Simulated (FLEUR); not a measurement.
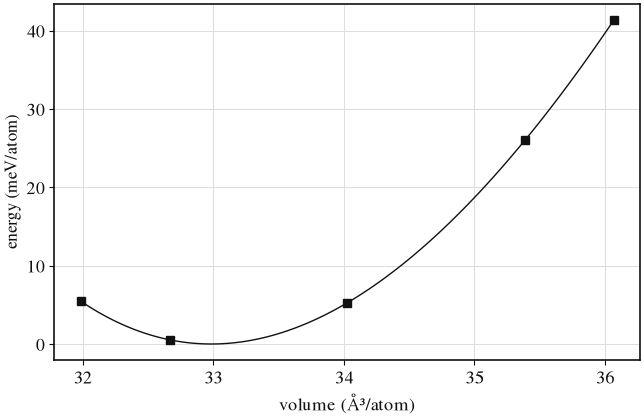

The picture above shows the energy against volume.

Method: all-electron LAPW DFT, no spin polarisation; energies at scaled volumes of the given cell, shape and fractions fixed, counted from the fit's minimum, third-order Birch-Murnaghan fit (FLEUR MaX-R8.1 (later development tree)). Level: SCAN.

### For which of these solids was it computed?
A. Pt, P6_3/mmc (No. 194)
B. TiAl, P4/mmm (No. 123)
C. Bi, C2/m (No. 12)

C, Bi: energy from 0.54 meV/atom to 41.33 meV/atom, V0 32.98 Å³/atom, B0 54.4 GPa. The others give: TiAl, energy from 2.37 meV/atom to 35.25 meV/atom, V0 16.02 Å³/atom, B0 121 GPa; Pt, energy from 1 meV/atom to 134 meV/atom, V0 15.07 Å³/atom, B0 287 GPa.

For Bi, limits of the calculation: spin-orbit coupling left out, heavy elements; shape and atomic fractions are frozen while scaling, which makes layered, chain and framework solids too stiff.

For Pt, limits of the calculation: spin-orbit coupling left out, heavy elements; shape and atomic fractions are frozen while scaling, which makes layered, chain and framework solids too stiff.

For TiAl, limits of the calculation: shape and atomic fractions are frozen while scaling, which makes layered, chain and framework solids too stiff.
